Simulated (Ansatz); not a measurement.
Consider SrTiO3.

Input file:

```
crystal:
  lattice:
    - [3.9258415304, 0.0, 0.0]
    - [0.0, 3.9258415304, 0.0]
    - [0.0, 0.0, 3.988437501]
  atoms:
    - { symbol: Sr, position: [0.5, 0.5, 0.5081637248] }
    - { symbol: Ti, position: [0.0, 0.0, 0.0102563992] }
    - { symbol: O, position: [0.5, 0.0, 0.9753342346] }
    - { symbol: O, position: [0.0, 0.5, 0.9753342346] }
    - { symbol: O, position: [0.0, 0.0, 0.4749123568] }
basis:
  ecutwfc: 420
kpoints:
  mp_grid: { grid: [8, 8, 8] }
  band_path:
    path:
      - [[0.0, 0.0, 0.0], [0.0, 0.5, 0.0], [0.5, 0.5, 0.0], [0.0, 0.0, 0.0], [0.0, 0.0, 0.5], [0.0, 0.5, 0.5], [0.5, 0.5, 0.5], [0.0, 0.0, 0.5]]
      - [[0.0, 0.5, 0.0], [0.0, 0.5, 0.5]]
      - [[0.5, 0.5, 0.0], [0.5, 0.5, 0.5]]
    npoints: 14
hamiltonian:
  xc: pbesol
scf:
  occupations: { method: gaussian, width: 0.02 }
  n_extra_bands: 12
output:
  forces: true
  stress: true
  eigenvalues: true
  populations: true
  dos: { projected: true, de: 0.02, nscf_kmesh: { grid: [12, 12, 12] } }
  bader: true
  write_density: true
  write_potential: true
  elf: true
  volumetric_format: npy
```

Run with:

```sh
ansatz run input.yaml --threads 1 --pin off --max-ram 2560MiB --backend cpu --events-out ev --progress --plain --runs-dir out
```

Below, planes, directions and counts refer to the conventional cell (a = 3.93 Å, b = 3.93 Å, c = 3.99 Å, α = 90.00°, β = 90.00°, γ = 90.00°).

Space group P4mm; a structure generated by program, which may or may not match a known phase; computed pressure about −6 GPa in this cell; computed without spin polarisation.

These are results of DFT PBEsol, scalar-relativistic, plane waves, PAW in Ansatz, not measurements.

Q: Predict the valence pseudo-density and electron localisation function between the atoms.

A: Ti–O (1.85 Å): ρ at the midpoint is about 0.94 e/Å³; the ELF peaks at about 0.80 in the valence shell of O, 0.6 Å from its nucleus, and is about 0.25 at the midpoint (no localised pair shows between them).
Ti–O (2.14 Å): the density is about 0.45 e/Å³ at the midpoint; the ELF peaks at about 0.85 in the valence shell of O, 0.6 Å from its nucleus, and is about 0.15 at the midpoint; no shared electron pair shows on this line.
Sr–O (2.78 Å): the density is about 0.14 e/Å³ at the midpoint; the ELF is about 0.05 at the midpoint: a closed-shell, largely ionic contact.
Bader's partition of the density gives Sr +1.59, Ti +2.21 and O −1.26 e.

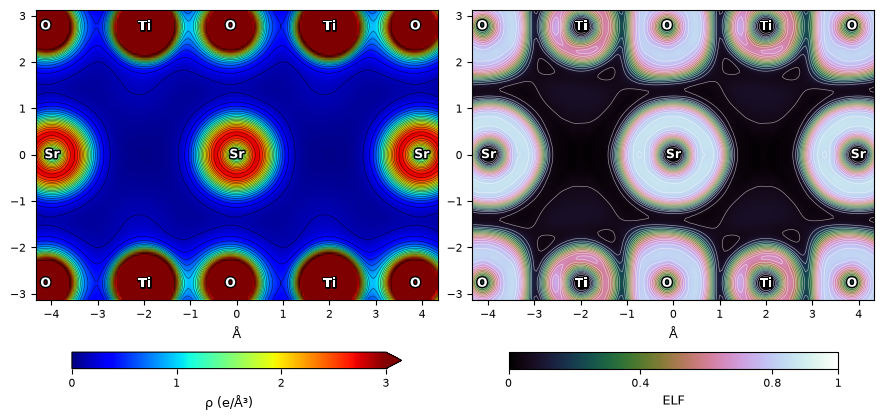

Computed valence pseudo-density and electron localisation function on the (110) plane of the conventional cell, in this order. 

In a PAW calculation such maps are meaningful between the atoms, not at the nuclei.
